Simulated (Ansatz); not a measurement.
Input

```
crystal:
  lattice:
    - [0.0, 2.256, 2.256]
    - [2.256, 0.0, 2.256]
    - [2.256, 2.256, 0.0]
  atoms:
    - { symbol: Hf, position: [0.025625, -0.018719, -0.002843] }
    - { symbol: "N", position: [0.414643, 0.546878, 0.548614] }
hamiltonian:
  xc: pbe
  pseudopotentials: { kind: paw, core: large }
  dispersion: d4
kpoints:
  mp_grid: { grid: [8, 8, 8] }
scf:
  occupations: { method: fermi_dirac, width: 0.1 }
output:
  forces: true
  stress: true
  write_density: true
  write_potential: true
  elf: true
  volumetric_format: npy
relax:
  f_tol: 0.01
  max_steps: 40
  cell: { stress_tol: 0.05 }
```

Command:

```sh
ansatz run input.yaml --threads 1 --pin off --max-ram 2560MiB --backend cpu --events-out ev --progress --plain --runs-dir out
```

Below, planes, directions and counts refer to the conventional cell (a = 4.52 Å, b = 4.52 Å, c = 4.52 Å, α = 90.00°, β = 90.00°, γ = 90.00°).

The fields are those of the relaxed geometry.

Space group Fm-3m; changed on purpose from its base cell (atoms moved at random by about 0.1 A).

Level of theory: Ansatz 0.2.0, Kohn-Sham DFT of a periodic cell, PBE with D4, Ansatz PAW large core.

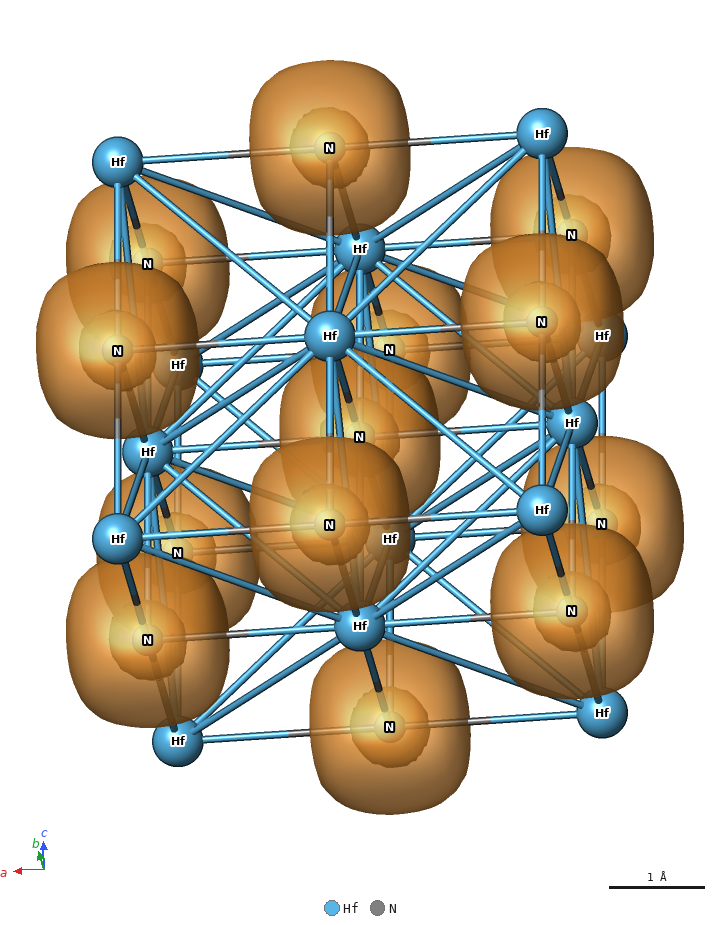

HfN. Isosurface of the electron localisation function at 0.65 (orange), seen at an oblique angle. Only the valence region is drawn (cores and ρ < 0.01 e/Å³ removed). Sticks mark near contacts.

Core electrons are frozen (PAW), and the valence fields are smoothed inside the atomic spheres.

Q: Where are the electrons localised?

A: The ELF exceeds this value in four regions wrapped around N (the valence shell of each), counted in one cell of 8 atoms. Regions shared between cells count once. Profiles from the grid: Hf–N (2.26 Å): the ELF peaks at about 0.80 in the valence shell of N, 0.7 Å from its nucleus, and drops to about 0.15 between the two atoms; no localised pair shows between them. Hf–Hf (3.20 Å): the ELF is about 0.15 at the midpoint: no localised pair shows between them.

Q: Metal or insulator at this level of theory?

A: It is gapless in this calculation (a metal or semimetal).
